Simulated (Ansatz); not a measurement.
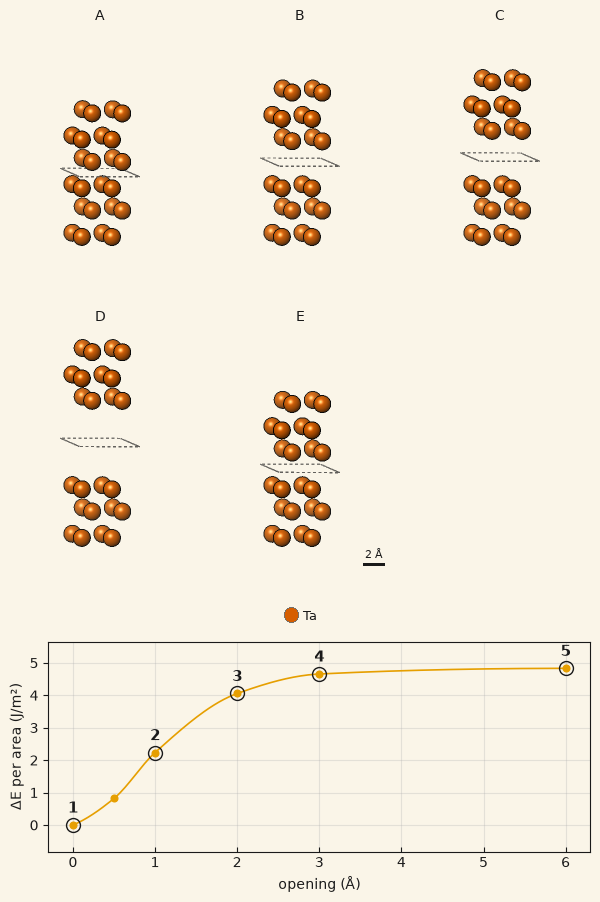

Energy scan for a crystal of Ta (Im-3m), in which the crystal is pulled apart rigidly along the normal of the (0 1 1) plane of the conventional cell, at a cut between a plane of Ta below and one of Ta above, 2.35 Å apart. One cut stands in each cell, which starts 9.4 Å high; nothing is relaxed, and the dashed outline marks the cut. The frames are shuffled; the numbered points of the plot belong to them. The picture is a spheres-only view of the layers on both sides of the cut, seen from the side, nearly along the cut plane.

All numbers below come from Ansatz, DFT PBE, scalar-relativistic, plane waves, PAW. Set-up: plane-wave cutoff 420 eV; k-point mesh 22 × 22 × 7; occupations gaussian; smearing width 0.15 eV; no spin polarisation. Energies (free energies at the smearing named) are counted from the relaxed crystal.

**Which frame belongs to which numbered point?**

Point 1 is frame A (the opening 0.00 Å, 0.000 J/m²); 2 is frame E (the opening 1.00 Å, 2.234 J/m²); 3 is frame B (the opening 2.00 Å, 4.054 J/m²); 4 is frame C (the opening 3.00 Å, 4.655 J/m²); 5 is frame D (the opening 6.00 Å, 4.829 J/m²). At the widest opening, 6.00 Å, the energy has risen by 4.829 J/m², where the curve has levelled off: this is the ideal work of separation, the sum of the two unrelaxed surface energies of a slab 9.4 Å thick. The steepest rise lies between 0.50 Å and 1.00 Å, with a mean traction of about 28 GPa.
